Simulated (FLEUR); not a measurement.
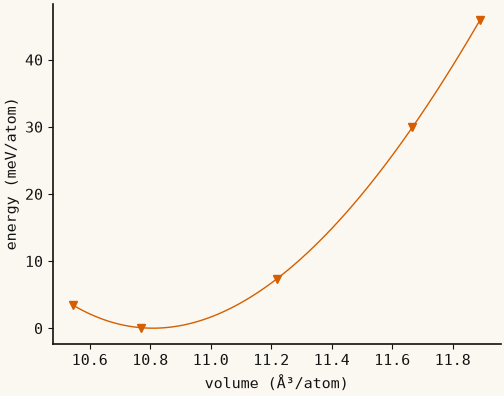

The picture above shows the energy against volume.

Computed with FLEUR MaX-R8.1 (later development tree): all-electron LAPW DFT, no spin polarisation; energies at scaled volumes of the given cell, shape and fractions fixed, counted from the fit's minimum, third-order Birch-Murnaghan fit. Level: PBEsol.

For which of these solids was it computed?
A. CuO, P4/mmm (No. 123)
B. TiAl, P-6m2 (No. 187)
C. KTaO₃, Pm-3m (No. 221)

A, CuO: energy from 0.06 meV/atom to 45.97 meV/atom, V0 10.81 Å³/atom, B0 163 GPa. The others give: KTaO₃, energy from 0.00 meV/atom to 29.81 meV/atom, V0 12.66 Å³/atom, B0 201 GPa; TiAl, energy from 0.25 meV/atom to 38.92 meV/atom, V0 16.21 Å³/atom, B0 112 GPa.

For CuO, limits of the calculation: shape and atomic fractions are frozen while scaling, which makes layered, chain and framework solids too stiff.

For TiAl, limits of the calculation: shape and atomic fractions are frozen while scaling, which makes layered, chain and framework solids too stiff.
